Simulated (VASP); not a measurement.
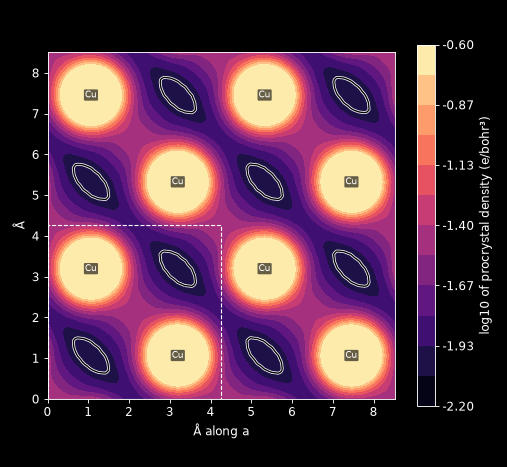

Procrystal electron density of Cu2O (Pn-3m, No. 224), computed on the section z = 0.750 (parallel to a and b; the dashed line is one cell). It is the sum of the densities of spherically averaged neutral Hartree-Fock atoms, not a self-consistent density. The black line is the 0.01 e/bohr³ contour that bounds the voids. The usual level for crystal voids is 0.002 e/bohr³; this crystal has almost no region below it, so a higher level is used, which marks the interstitial space of lowest density.

Origin of the cell: an entry of the Crystallography Open Database, as set up for an electronic-structure calculation.

Space group Pn-3m:1 (No. 224). a = 4.260 Å, b = 4.260 Å, c = 4.260 Å, α = 90.00°, β = 90.00°, γ = 90.00°
```
atom  site  symmetry       x       y       z
  Cu    4b      .-3m  0.7500  0.2500  0.7500
   O    2a      -43m  0.5000  0.5000  0.5000
```

What share of the cell is void by this measure?

Answer. The voids take about 1.9 % of the cell (1.5 Å³ of 77.3 Å³) and are bounded by about 11 Å² of surface per cell.

Are the voids connected in the whole crystal?

Answer. They are isolated pockets that do not connect across cells.

How low does the density fall, and where?

Answer. To about 0.0091 e/bohr³ near 0.25, 0.25, 0.75 (fractional), 1.8 Å from the nearest nucleus.

At what density do the voids first join through the crystal?

Answer. At about 0.011 e/bohr³, as a three-dimensional network.
